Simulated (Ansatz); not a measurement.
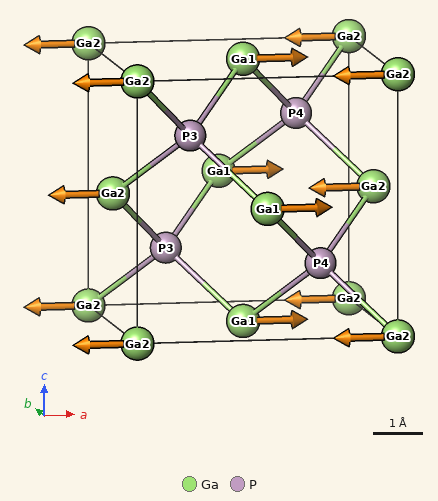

Lattice vibrations of solid GaP, space group F-43m (No. 216), at the zone centre of a doubled cell. The levels lie at 104 (×2), 243, 345 (×2), 350 (×3), 353 cm⁻¹. One mode is drawn. The orange arrows give the relative displacements of the atoms. Style: ball-and-stick. Shown: the conventional cell (2 times the calculation's cell), slightly off an axis. Lengths and directions refer to the drawn axes.

Theory: DFT LDA, scalar-relativistic, plane waves, PAW in Ansatz. Settings: plane-wave cutoff 420 eV; k-point mesh 8 × 8 × 6; occupations gaussian; smearing width 0.05 eV; no spin polarisation.

Frequencies are those without the non-analytic (LO–TO) term.

To which level does it belong?

The level at 243 cm⁻¹. This is a non-degenerate mode, level 2 of 5, counted from below (the three translations aside). The P atoms stay at rest; all motion is along a; atoms of one kind move against one another, with no net shift of their sublattice. It changes sign from one half of the doubled cell to the other: it belongs to the zone boundary, q = (0, 1/2, 1/2) in the reciprocal vectors of the undoubled cell.
